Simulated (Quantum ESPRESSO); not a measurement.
Run report: Ti, relaxation of cell and atoms (part 3 of 3)

Continued. System: Ti (P6₃/mmc, 2 atoms in the cell). Method: Kohn-Sham DFT of a periodic cell, PBEsol, GBRV 1.5 PBEsol, no spin polarisation (Quantum ESPRESSO 7.5); cutoff 612.26 eV, 18×18×12 k-mesh, methfessel-paxton of 0.1 eV. The structure derives from an entry of the Crystallography Open Database.

Geometry of the input (Å; fractional positions):
```
2.9500  0.0000  0.0000
-1.4750  2.5548  0.0000
0.0000  0.0000  4.6800
Ti 0.3333  0.6667  0.2500
Ti 0.6667  0.3333  0.7500
```

**What the program printed, continued**
```
     iteration #  4     ecut=    45.00 Ry     beta= 0.50
     Davidson diagonalization with overlap
     ethr =  1.37E-13,  avg # of iterations =  2.6

     negative rho (up, down):  1.308E-03 0.000E+00

     End of self-consistent calculation

     Number of k-points >= 100: set verbosity='high' to print the bands.

     the Fermi energy is    13.9037 ev

!    total energy              =    -238.29053870 Ry
     estimated scf accuracy    <          7.6E-13 Ry
     smearing contrib. (-TS)   =       0.00007756 Ry
     internal energy E=F+TS    =    -238.29061626 Ry

     The total energy is F=E-TS. E is the sum of the following terms:
     one-electron contribution =     -77.74999142 Ry
     hartree contribution      =      47.34706457 Ry
     xc contribution           =     -35.78015008 Ry
     ewald contribution        =    -172.10753933 Ry

     convergence has been achieved in   4 iterations

     negative rho (up, down):  1.308E-03 0.000E+00

     Forces acting on atoms (cartesian axes, Ry/au):

     atom    1 type  1   force =    -0.00000000   -0.00000000   -0.00000000
     atom    2 type  1   force =     0.00000000    0.00000000    0.00000000

     Total force =     0.000000     Total SCF correction =     0.000000

     Computing stress (Cartesian axis) and pressure

     negative rho (up, down):  1.308E-03 0.000E+00
          total   stress  (Ry/bohr**3)                   (kbar)     P=       -0.01
   0.00000038   0.00000000  -0.00000000            0.06        0.00       -0.00
  -0.00000000   0.00000038  -0.00000000           -0.00        0.06       -0.00
  -0.00000000   0.00000000  -0.00000099           -0.00        0.00       -0.15

     Energy error            =      9.2E-08 Ry
     Gradient error          =      2.8E-25 Ry/Bohr
     Cell gradient error     =      1.5E-01 kbar

     bfgs converged in   7 scf cycles and   6 bfgs steps
     (criteria: energy <  1.0E-05 Ry, force <  4.0E-04 Ry/Bohr, cell <  3.0E-01 kbar)

     End of BFGS Geometry Optimization

     Final enthalpy           =    -238.2905386986 Ry

     File ./tmp/pwscf.bfgs deleted, as requested
Begin final coordinates
     new unit-cell volume =    225.67541 a.u.^3 (    33.44165 Ang^3 )
     density =      4.75366 g/cm^3

CELL_PARAMETERS (angstrom)
   2.900359644   0.000000000   0.000000000
  -1.450179822   2.511785132   0.000000000
  -0.000000000  -0.000000000   4.590429273

ATOMIC_POSITIONS (crystal)
Ti               0.3333333333        0.6666666667        0.2500000000
Ti               0.6666666667        0.3333333333        0.7500000000
End final coordinates

     Final scf calculation at the relaxed structure.
     The G-vectors are recalculated for the final unit cell
     Results may differ from those at the preceding step.

     G-vector sticks info
     --------------------
     sticks:   dense  smooth     PW     G-vecs:    dense   smooth      PW
     Sum         745     367    121                25985     9175    1677

     Using Slab Decomposition

     bravais-lattice index     =            0
     lattice parameter (alat)  =       5.5747  a.u.
     unit-cell volume          =     225.6754 (a.u.)^3
     number of atoms/cell      =            2
     number of atomic types    =            1
     number of electrons       =        24.00
     number of Kohn-Sham states=           19
     kinetic-energy cutoff     =      45.0000  Ry
     charge density cutoff     =     360.0000  Ry
     scf convergence threshold =      4.0E-12
     mixing beta               =       0.5000
     number of iterations used =            8  plain     mixing
     press convergence thresh. =      3.0E-01
     Exchange-correlation= SLA  PW   PSX  PSC
                           (   1   4  10   8   0   0   0)

     celldm(1)=   5.574692  celldm(2)=   0.000000  celldm(3)=   0.000000
     celldm(4)=   0.000000  celldm(5)=   0.000000  celldm(6)=   0.000000

     crystal axes: (cart. coord. in units of alat)
               a(1) = (   0.983173   0.000000   0.000000 )
               a(2) = (  -0.491586   0.851453   0.000000 )
               a(3) = (  -0.000000  -0.000000   1.556078 )

     reciprocal axes: (cart. coord. in units 2 pi/alat)
               b(1) = (  1.017115  0.587232  0.000000 )
               b(2) = ( -0.000000  1.174464  0.000000 )
               b(3) = ( -0.000000 -0.000000  0.642641 )

     PseudoPot. # 1 for Ti read from file:
     ti_pbesol_v1.4.uspp.F.UPF
     Pseudo is Ultrasoft + core correction, Zval = 12.0
     Generated by new atomic code, or converted to UPF format
     Using radial grid of  851 points,  6 beta functions with:
                l(1) =   0
                l(2) =   0
                l(3) =   1
                l(4) =   1
                l(5) =   2
                l(6) =   2
     Q(r) pseudized with  6 coefficients,  rinner =    1.000   1.000   1.000
                                                       1.000   1.000

     atomic species   valence    mass     pseudopotential
     Ti               12.00    47.86700     Ti( 1.00)

     24 Sym. Ops., with inversion, found (12 have fractional translation)

   Cartesian axes

     site n.     atom                  positions (alat units)
         1        Ti     tau(   1) = (  -0.0000000   0.5676351   0.3890194  )
         2        Ti     tau(   2) = (   0.4915864   0.2838175   1.1670583  )

     number of k points=   259  Methfessel-Paxton smearing, width (Ry)=  0.0073

     Number of k-points >= 100: set verbosity='high' to print them.

     Dense  grid:    25985 G-vectors     FFT dimensions: (  36,  36,  54)

     Smooth grid:     9175 G-vectors     FFT dimensions: (  24,  24,  40)

     Check: negative core charge=   -0.000017

     Initial potential from superposition of free atoms

     starting charge      21.9999, renormalised to      24.0000

     negative rho (up, down):  2.026E-03 0.000E+00
     Starting wfcs are   20 randomized atomic wfcs

     Self-consistent Calculation

     iteration #  1     ecut=    45.00 Ry     beta= 0.50
     Davidson diagonalization with overlap
     c_bands:  1 eigenvalues not converged
     c_bands:  1 eigenvalues not converged
     c_bands:  1 eigenvalues not converged
     c_bands:  1 eigenvalues not converged
     c_bands:  1 eigenvalues not converged
     c_bands:  1 eigenvalues not converged
     c_bands:  1 eigenvalues not converged
     c_bands:  1 eigenvalues not converged
     c_bands:  1 eigenvalues not converged
     c_bands:  2 eigenvalues not converged
     c_bands:  1 eigenvalues not converged
     c_bands:  1 eigenvalues not converged
     c_bands:  1 eigenvalues not converged
     c_bands:  1 eigenvalues not converged
     c_bands:  1 eigenvalues not converged
     c_bands:  1 eigenvalues not converged
     c_bands:  1 eigenvalues not converged
     c_bands:  1 eigenvalues not converged
     c_bands:  2 eigenvalues not converged
     c_bands:  1 eigenvalues not converged
     c_bands:  1 eigenvalues not converged
     c_bands:  1 eigenvalues not converged
     c_bands:  2 eigenvalues not converged
     c_bands:  1 eigenvalues not converged
     c_bands:  1 eigenvalues not converged
     c_bands:  1 eigenvalues not converged
     c_bands:  1 eigenvalues not converged
     c_bands:  1 eigenvalues not converged
     c_bands:  1 eigenvalues not converged
     c_bands:  1 eigenvalues not converged
     c_bands:  1 eigenvalues not converged
     c_bands:  1 eigenvalues not converged
     c_bands:  1 eigenvalues not converged
     c_bands:  1 eigenvalues not converged
     c_bands:  1 eigenvalues not converged
     c_bands:  1 eigenvalues not converged
     c_bands:  1 eigenvalues not converged
     c_bands:  1 eigenvalues not converged
     c_bands:  1 eigenvalues not converged
     c_bands:  1 eigenvalues not converged
     ethr =  1.00E-06,  avg # of iterations = 15.2

     negative rho (up, down):  2.169E-03 0.000E+00

     total energy              =    -237.95589061 Ry
     estimated scf accuracy    <       1.30240835 Ry

     iteration #  2     ecut=    45.00 Ry     beta= 0.50
     Davidson diagonalization with overlap
     ethr =  5.43E-03,  avg # of iterations =  2.6

     negative rho (up, down):  1.756E-03 0.000E+00

     total energy              =    -238.28462086 Ry
     estimated scf accuracy    <       0.01734750 Ry

     iteration #  3     ecut=    45.00 Ry     beta= 0.50
     Davidson diagonalization with overlap
     ethr =  7.23E-05,  avg # of iterations =  4.1

     negative rho (up, down):  1.341E-03 0.000E+00

     total energy              =    -238.28948050 Ry
     estimated scf accuracy    <       0.00242585 Ry

     iteration #  4     ecut=    45.00 Ry     beta= 0.50
     Davidson diagonalization with overlap
     ethr =  1.01E-05,  avg # of iterations =  3.6

     negative rho (up, down):  1.330E-03 0.000E+00

     total energy              =    -238.28999732 Ry
     estimated scf accuracy    <       0.00211757 Ry

     iteration #  5     ecut=    45.00 Ry     beta= 0.50
     Davidson diagonalization with overlap
     ethr =  8.82E-06,  avg # of iterations =  2.5

     negative rho (up, down):  1.319E-03 0.000E+00

     total energy              =    -238.29051669 Ry
     estimated scf accuracy    <       0.00000850 Ry

     iteration #  6     ecut=    45.00 Ry     beta= 0.50
     Davidson diagonalization with overlap
     ethr =  3.54E-08,  avg # of iterations =  4.0

     negative rho (up, down):  1.313E-03 0.000E+00

     total energy              =    -238.29052529 Ry
     estimated scf accuracy    <       0.00000090 Ry

     iteration #  7     ecut=    45.00 Ry     beta= 0.50
     Davidson diagonalization with overlap
     ethr =  3.75E-09,  avg # of iterations =  1.2

     negative rho (up, down):  1.312E-03 0.000E+00

     total energy              =    -238.29052491 Ry
     estimated scf accuracy    <       0.00000076 Ry

     iteration #  8     ecut=    45.00 Ry     beta= 0.50
     Davidson diagonalization with overlap
     ethr =  3.18E-09,  avg # of iterations =  2.2

     negative rho (up, down):  1.312E-03 0.000E+00

     total energy              =    -238.29052504 Ry
     estimated scf accuracy    <          7.2E-09 Ry

     iteration #  9     ecut=    45.00 Ry     beta= 0.50
     Davidson diagonalization with overlap
     ethr =  3.00E-11,  avg # of iterations =  4.5

     negative rho (up, down):  1.312E-03 0.000E+00

     total energy              =    -238.29052504 Ry
     estimated scf accuracy    <       0.00000003 Ry

     iteration # 10     ecut=    45.00 Ry     beta= 0.50
     Davidson diagonalization with overlap
     ethr =  3.00E-11,  avg # of iterations =  4.0

     negative rho (up, down):  1.312E-03 0.000E+00

     total energy              =    -238.29052505 Ry
     estimated scf accuracy    <          1.3E-09 Ry

     iteration # 11     ecut=    45.00 Ry     beta= 0.50
     Davidson diagonalization with overlap
     ethr =  5.40E-12,  avg # of iterations =  2.9

     negative rho (up, down):  1.312E-03 0.000E+00

     total energy              =    -238.29052505 Ry
     estimated scf accuracy    <          6.2E-11 Ry

     iteration # 12     ecut=    45.00 Ry     beta= 0.50
     Davidson diagonalization with overlap
     ethr =  2.60E-13,  avg # of iterations =  2.4

     negative rho (up, down):  1.312E-03 0.000E+00

     End of self-consistent calculation

     Number of k-points >= 100: set verbosity='high' to print the bands.

     the Fermi energy is    13.9037 ev

!    total energy              =    -238.29052505 Ry
     estimated scf accuracy    <          1.1E-12 Ry
     smearing contrib. (-TS)   =       0.00007757 Ry
     internal energy E=F+TS    =    -238.29060262 Ry

     The total energy is F=E-TS. E is the sum of the following terms:
     one-electron contribution =     -77.75005859 Ry
     hartree contribution      =      47.34713958 Ry
     xc contribution           =     -35.78014426 Ry
     ewald contribution        =    -172.10753933 Ry

     convergence has been achieved in  12 iterations

     negative rho (up, down):  1.312E-03 0.000E+00

     Forces acting on atoms (cartesian axes, Ry/au):

     atom    1 type  1   force =     0.00000000   -0.00000000    0.00000000
     atom    2 type  1   force =    -0.00000000    0.00000000   -0.00000000

     Total force =     0.000000     Total SCF correction =     0.000000

     Computing stress (Cartesian axis) and pressure

     negative rho (up, down):  1.312E-03 0.000E+00
          total   stress  (Ry/bohr**3)                   (kbar)     P=       -0.00
   0.00000043   0.00000000   0.00000000            0.06        0.00        0.00
  -0.00000000   0.00000043  -0.00000000           -0.00        0.06       -0.00
   0.00000000  -0.00000000  -0.00000096            0.00       -0.00       -0.14

=------------------------------------------------------------------------------=
   JOB DONE.
=------------------------------------------------------------------------------=
```

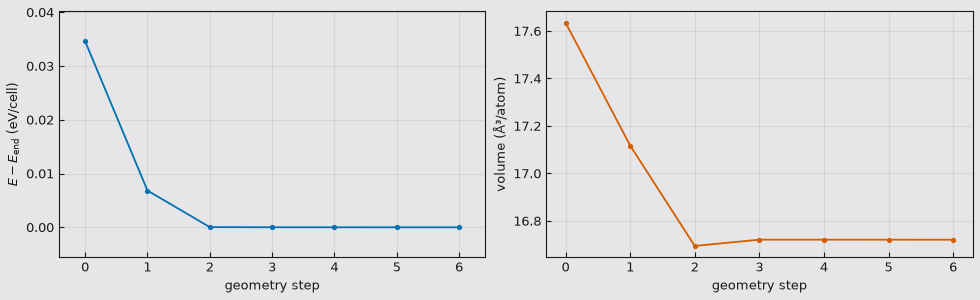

**Figure 1.** Progress of the relaxation, step by step (steps are counted from 0).

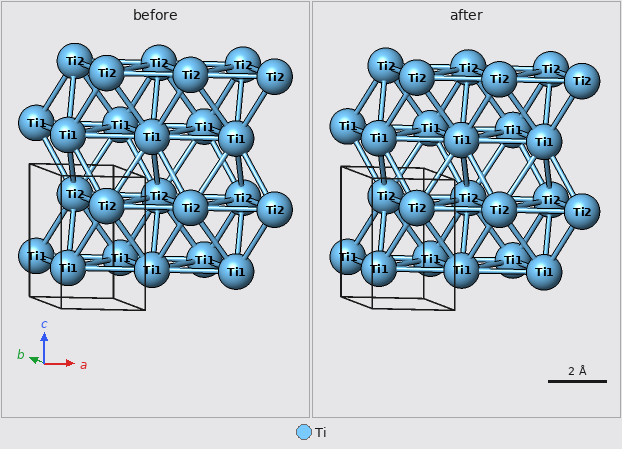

**Figure 2.** Before (left) and after (right) the relaxation, at one scale (ball-and-stick view of the cell of the calculation, repeated 3 × 2 × 2, seen slightly off an axis). No atom moves by more than 0.005 Å relative to the cell. The volume changes by −5.2 %, with a = b 2.950 → 2.900 Å (−1.7 %), c 4.680 → 4.590 Å (−1.9 %). Distances before and after: Ti1–Ti2 2.894 → 2.841 Å, Ti1–Ti1 2.950 → 2.900 Å. The space group stays P6_3/mmc (No. 194). After 6 geometry steps the energy has fallen by 34.6 meV per cell of the calculation. All forces vanish by symmetry, so only the cell relaxes. (Atoms are counted from 1 in the order of the input.)

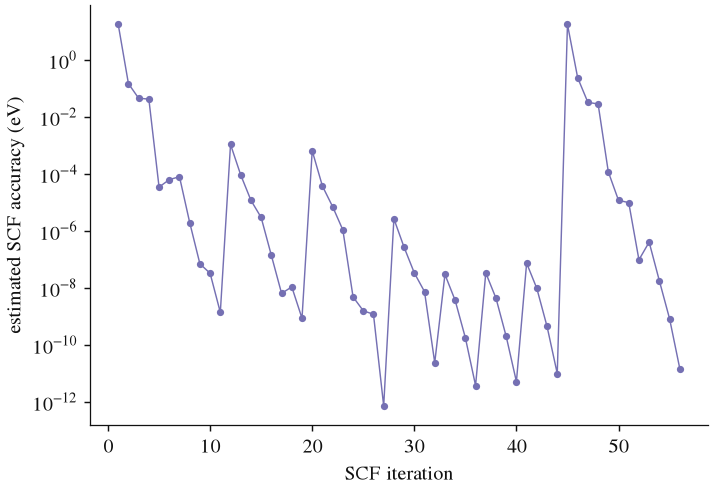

**Figure 3.** Convergence of the self-consistent field: estimated SCF accuracy against the iteration. The field takes 56 iterations in all.
